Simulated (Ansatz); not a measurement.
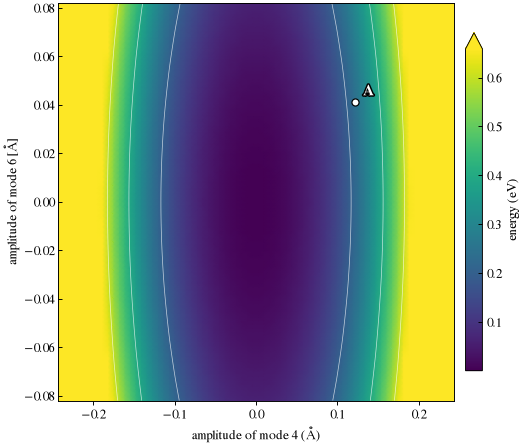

Re (P6_3/mmc, No. 194; 2 atoms in the cell). The energy is mapped over two normal modes frozen in (zone-centre modes of the 2-atom cell of this scan). First axis: amplitude of mode 4 (86 cm⁻¹), largest displacement. Second axis: amplitude of mode 6 (114 cm⁻¹), largest displacement. Nothing is relaxed (the cell and all other modes fixed). The scan uses a 5 × 5 grid; 15 points were computed and 10 follow by symmetry. Points are written as (first, second). All energies are given in eV per cell relative to the lowest grid point. Theory: DFT PBE, scalar-relativistic, plane waves, PAW (Ansatz 0.2.0). Settings: cutoff 420 eV, k-mesh 18×18×10 in the order of the run's cell vectors, gaussian smearing 0.15 eV, no spin polarisation.

Drawn: a smooth colour map with a few white contour lines, one colour for all values above the top of the scale, the point A. Between grid points the surface is interpolated.

Which way does the force act at A, and how strong is it?

Answer. A, at (0.121 Å, 0.041 Å), is not a stationary point. The computed force is 5.2 eV for each Å towards smaller values of the first coordinate and 1.1 eV for each Å towards smaller values of the second coordinate.
